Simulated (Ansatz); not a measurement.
Start from this file.

```cif
data_structure
_symmetry_space_group_name_H-M 'P 1'
_symmetry_Int_Tables_number 1
_cell_length_a 3.7392
_cell_length_b 3.7392
_cell_length_c 9.3147
_cell_angle_alpha 90.000
_cell_angle_beta 90.000
_cell_angle_gamma 90.000
_cell_volume 130.23
loop_
_atom_site_label
_atom_site_type_symbol
_atom_site_fract_x
_atom_site_fract_y
_atom_site_fract_z
_atom_site_occupancy
Ti1 Ti 0.00000 0.50000 0.25000 1
Ti2 Ti 0.50000 0.50000 0.50000 1
O1 O 0.00000 0.50000 0.45789 1
O2 O 0.50000 0.50000 0.29211 1
O3 O 0.50000 0.00000 0.54211 1
O4 O 0.00000 0.00000 0.20789 1
Ti3 Ti 0.50000 0.00000 0.75000 1
Ti4 Ti 0.00000 0.00000 0.00000 1
O5 O 0.50000 0.00000 0.95789 1
O6 O 0.00000 0.00000 0.79211 1
O7 O 0.00000 0.50000 0.04211 1
O8 O 0.50000 0.50000 0.70789 1
```

### Characterise the structure given above.

The stoichiometry is TiO2. The atoms follow space group I4_1/amd (No. 141); the Bravais lattice is body-centred tetragonal. It belongs to the family called anatase. It has 12 atoms to the cell (4 Ti, 8 O). The neighbours of Ti are six O in a distorted octahedral arrangement at 1.91 to 1.94 Å. O is linked to three Ti at 1.91 to 1.94 Å. Not all metal-metal contacts are counted. The bonds build a three-dimensional framework.

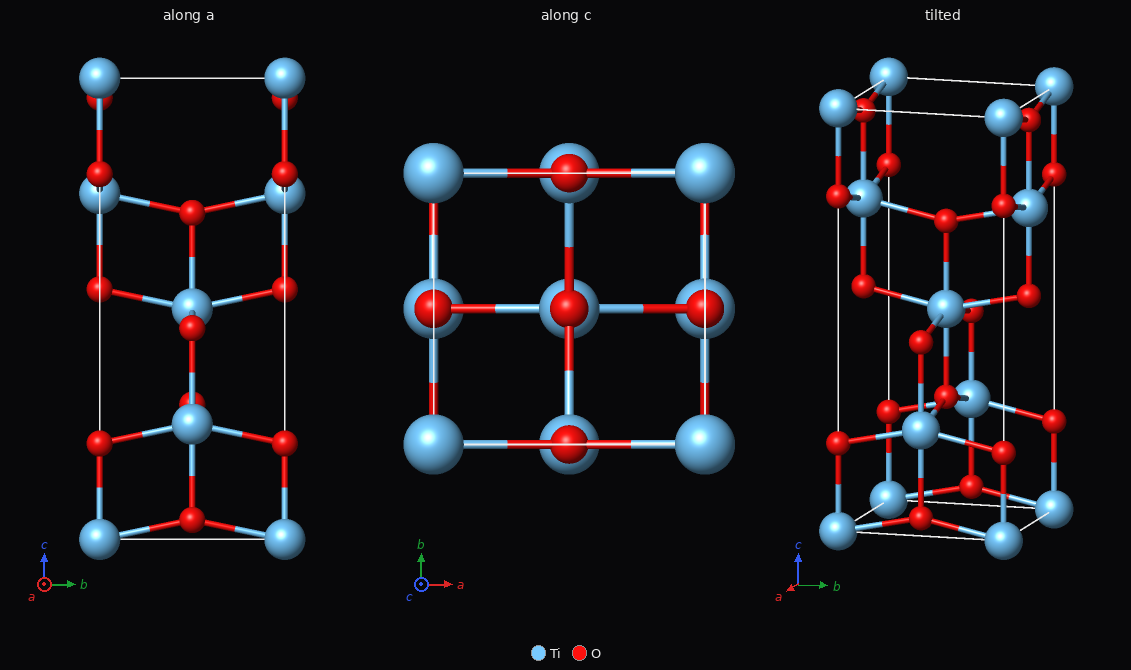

Ball-and-stick representation of a periodic structure, projected along the a axis, along the c axis and slightly off an axis. The wireframe shows the conventional unit cell. Colours: titanium blue, oxygen red.

The model was built from a structure listed in the Materials Project. The cell was then strained or its atoms displaced on purpose. Ansatz was used for an electronic-structure calculation on it.
